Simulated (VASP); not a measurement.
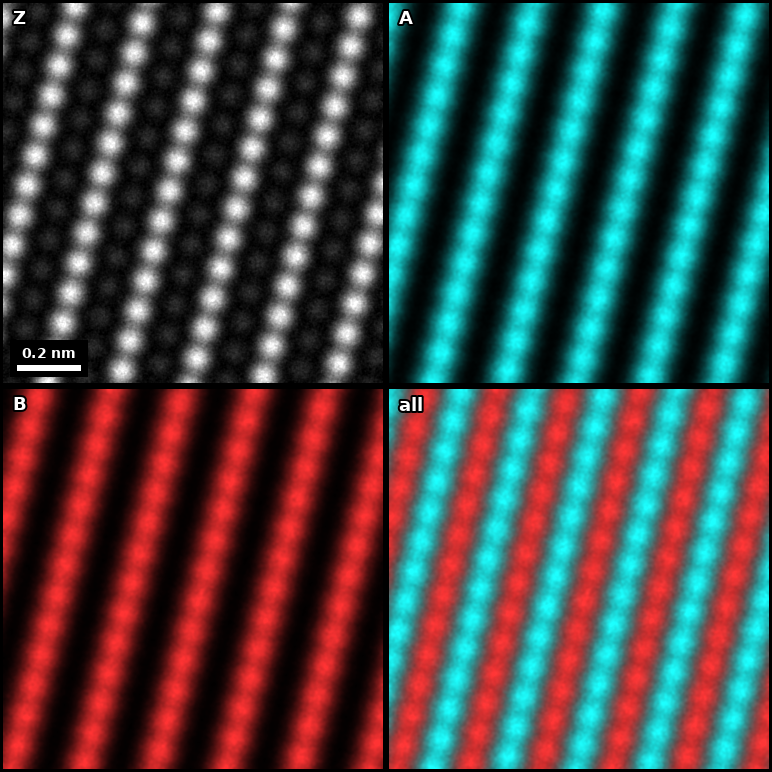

SiC (F-43m, No. 216) along [210]. Panel Z: Simulated incoherent Z contrast: every atom adds Z^1.7 spread by a probe of 0.70 Å full width; channelling and multiple scattering are left out. Shot noise was added. The other panels are simulated element maps (the number of atoms of one element along the beam, blurred by 0.9 Å, with counting noise; each on its own scale, no channelling); the last overlays them. Atomic positions: the end point of a relaxation with VASP Kohn-Sham DFT of a periodic cell, B3LYP, VASP PAW PBE potentials, recommended (VASP 6.6.1).

```xyz
8
Lattice="4.3767 0.0000 0.0000 0.0000 4.3767 0.0000 0.0000 0.0000 4.3767" Properties=species:S:1:pos:R:3 pbc="T T T"
Si    0.0000    0.0000    0.0000
C     1.0942    1.0942    1.0942
Si    0.0000    2.1884    2.1884
C     1.0942    3.2826    3.2826
Si    2.1884    0.0000    2.1884
C     3.2826    1.0942    3.2826
Si    2.1884    2.1884    0.0000
C     3.2826    3.2826    1.0942
```

Which element does each lettered map show?

A: Si, B: C. The projected cell (0.98 × 2.19 Å, 90°) holds 2 columns: 1 of Si and 1 of C. No column is shared by two of the mapped elements.
